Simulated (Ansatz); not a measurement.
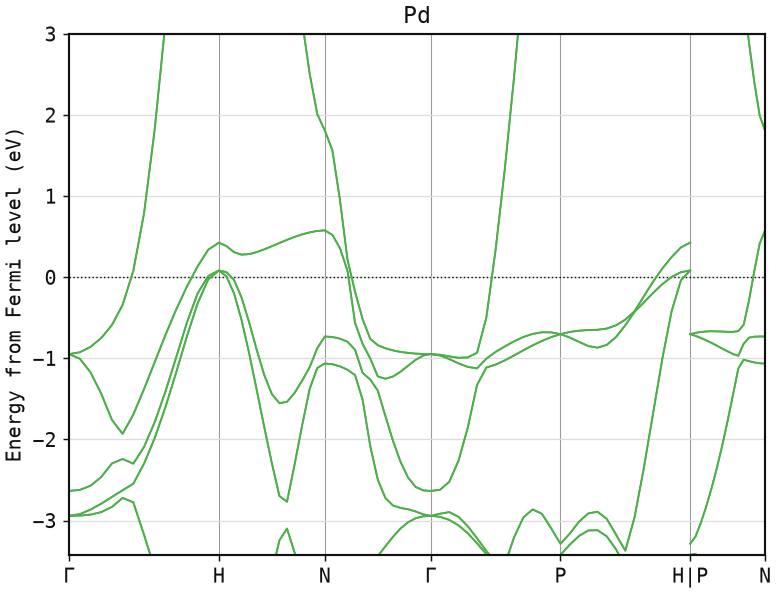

What does this figure show?

Band structure of bcc Pd, space group Im-3m (No. 229), 1 atom in the primitive cell (cubic a = 3.145 Å). Level of theory: r2SCAN, Ansatz PAW, spin-orbit coupling, no magnetisation, 9×9×9 k mesh, 500 eV cutoff, Fermi-Dirac smearing of 0.05 eV; code Ansatz. Energies are counted from the Fermi level.

A metal: bands cross the Fermi level along this path. Bands cross the Fermi level on every line of the path. At N the nearest levels lie 0.73 eV below and 0.58 eV above the Fermi level.

The PAW data sets were made with another functional. The k mesh is thin for a metal, so its Fermi level is uncertain. The cell is at −6 GPa in this functional. This isn't the form of Pd at room conditions, which is fcc.
